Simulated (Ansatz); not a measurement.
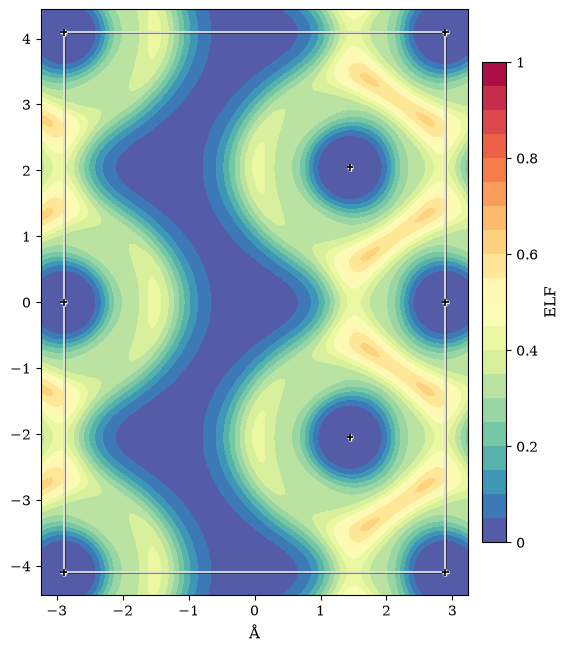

The electron localisation function on a plane through atoms (crosses mark nuclei in the plane).

All numbers below come from DFT r2SCAN, scalar-relativistic, plane waves, PAW in Ansatz.

Candidates:
A. Rh, a = 2.65 Å, b = 2.65 Å, c = 4.26 Å, α = 90.00°, β = 90.00°, γ = 120.00°. Space group P6₃/mmc; a structure from a database of computed crystals, not necessarily the ambient phase; changed on purpose from its base cell (equal strain along all axes, cell held, atoms relaxed: -2.0 %); computed pressure about 20 GPa in this cell; computed without spin polarisation.
B. AlGa3N4, a = 4.47 Å, b = 4.47 Å, c = 4.47 Å, α = 90.00°, β = 90.00°, γ = 90.00°. Space group P-43m; a structure from a database of computed crystals, not necessarily the ambient phase.
C. Sn, a = 5.79 Å, b = 5.79 Å, c = 5.79 Å, α = 90.00°, β = 90.00°, γ = 90.00°. Space group Fd-3m; a structure from a database of computed crystals, not necessarily the ambient phase; computed pressure about 40 GPa in this cell.

### Which system is this?

Candidate C: Sn on the (011) plane of the conventional cell, which holds Sn. Sn–Sn (2.51 Å): the ELF reaches about 0.60 near the midpoint.
